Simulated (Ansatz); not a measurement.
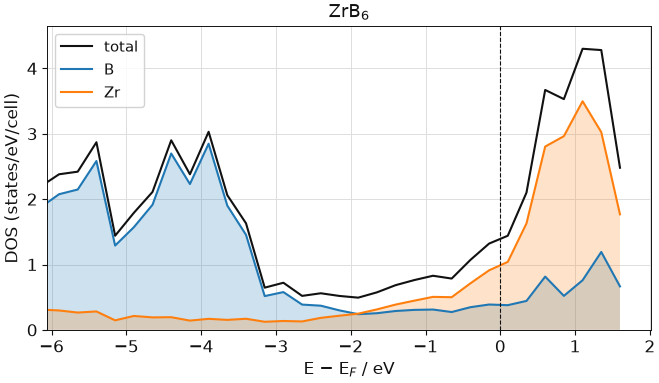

Density of states. Energies are counted from the Fermi level. The partial curves are projected on Löwdin-orthogonalised atomic shells.

The material is ZrB6, space group Pm-3m (No. 221), 7 atoms in the cell.

Method: DFT with r2SCAN, PAW plane waves, no spin polarisation, 9×9×9 k mesh, Fermi-Dirac smearing of 0.1 eV (Ansatz).

Q: Metal or insulator, and how many states lie at the Fermi level?

A: It is a metal. The density of states at the Fermi level is about 1.4 per eV and cell (mean within 0.25 eV), or 0.2 per atom.

Q: Where is the tallest peak in the window, and which states make it?

A: The tallest peak in the window is at 1.1 eV; by projected weight it is Zr (80 %) and B (20 %).

The structure was built from a prototype or by substitution, so it need not be a known phase. The atoms aren't at rest in this cell (largest force 0.5 eV/Å), so the relaxed material can differ. The cell is at 43 GPa in this functional.
